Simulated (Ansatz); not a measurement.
Input file:

```
crystal:
  lattice:
    - [3.0050700803, 3.0050700803, 0.0]
    - [-3.0050700803, 3.0050700803, 0.0]
    - [0.0, 0.0, 6.0101401606]
  atoms:
    - { symbol: Al, position: [0.0, 0.5, 0.75] }
    - { symbol: Al, position: [0.5, 0.0, 0.75] }
    - { symbol: Al, position: [0.5, 0.0, 0.25] }
    - { symbol: Al, position: [0.0, 0.5, 0.25] }
    - { symbol: Au, position: [0.0, 0.0, 0.0] }
    - { symbol: Au, position: [0.5, 0.5, 0.5] }
basis:
  ecutwfc: 500
kpoints:
  mp_grid: { grid: [8, 8, 6] }
hamiltonian:
  xc: r2scan
scf:
  occupations: { method: gaussian, width: 0.1 }
output:
  forces: true
  stress: true
  eigenvalues: true
  write_density: true
  write_potential: true
  elf: true
  volumetric_format: npy
```

Launched as:

```sh
ansatz run input.yaml --threads 1 --pin off --max-ram 1331MiB --backend cpu --events-out ev --progress --plain --runs-dir out
```

Below, planes, directions and counts refer to the conventional cell (a = 6.01 Å, b = 6.01 Å, c = 6.01 Å, α = 90.00°, β = 90.00°, γ = 90.00°).

Space group Fm-3m; a structure from a database of computed crystals, not necessarily the ambient phase.

Method: DFT r2SCAN, scalar-relativistic, plane waves, PAW (Ansatz).

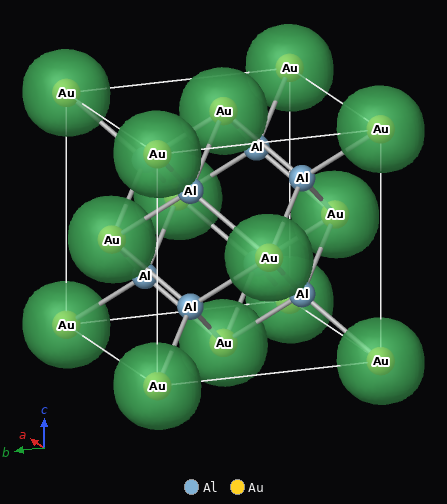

Al2Au. Isosurface of the valence charge density (pseudo) at 0.6 e/Å³ (green), seen at an oblique angle. Sticks mark near contacts.

The density is the valence pseudo-density of a PAW calculation; it isn't the true density close to the nuclei.

Question: How is the density connected at this value?

Answer: At this value the density breaks into separate islands; it holds about 65 % of the electrons treated as valence (semicore included). It bridges none of the near contacts. It is pinched off along the sampled Al–Au (2.60 Å) contacts. On the grid the lowest density along these lines, outside the cores, is 0.28 e/Å³ (Al–Au, 2.60 Å).
